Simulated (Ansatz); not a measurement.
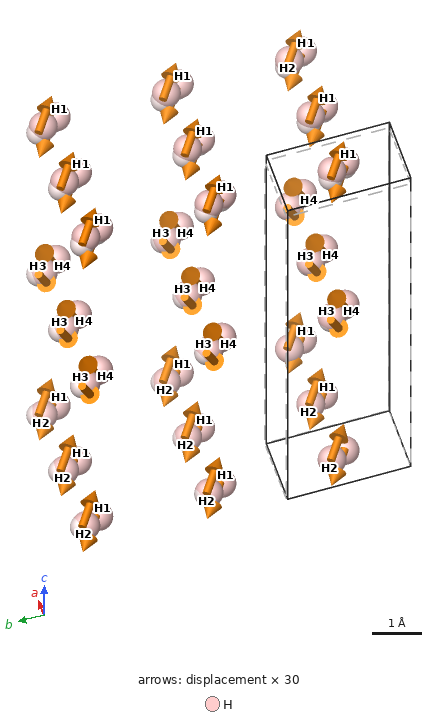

A symmetric starting cell of H, drawn pale, and a changed version of it, drawn solid. The orange arrows show how the atoms are displaced (without the part that the change of the cell carries along), magnified 30 times. Besides, the cell is strained by +2.1 % along c, −0.7 % along [1 −1 0], −1.2 % along [1 1 0] (volume +0.2 %). Style: ball-and-stick. Shown: the cell of the calculation, repeated 3 × 3 × 1 with one cell outlined, from a free direction.

Method: DFT PBEsol, scalar-relativistic, plane waves, PAW (Ansatz 0.2.0). Settings: plane-wave cutoff 420 eV; k-point mesh 8 × 8 × 4; occupations gaussian; smearing width 0.02 eV; no spin polarisation.

**How are the atoms displaced, and what does the calculation give?**

Atoms are displaced by 0.03 Å relative to the cell: H1 0.03 Å along [−3 3 −2]. No relaxation follows. The starting cell wasn't computed here and needn't be at equilibrium, so pressure and forces aren't due to the change alone. The pressure is 3.8 GPa (not all of it need come from the change, since the unchanged cell can be under pressure at this level too). The principal stresses (compression positive) are 11.0 GPa along [1 −1 0] and 0.2 GPa across it. The largest forces, 2.8 eV/Å, act on H1, H2, H3 and H4; on H1 it points along [1 −1 0]. The forces mostly point back along the displacements (cosine −0.73). Among the bonded contacts that change: H–H 0.741 → 0.691 Å. The space group stays Cmcm (No. 63).
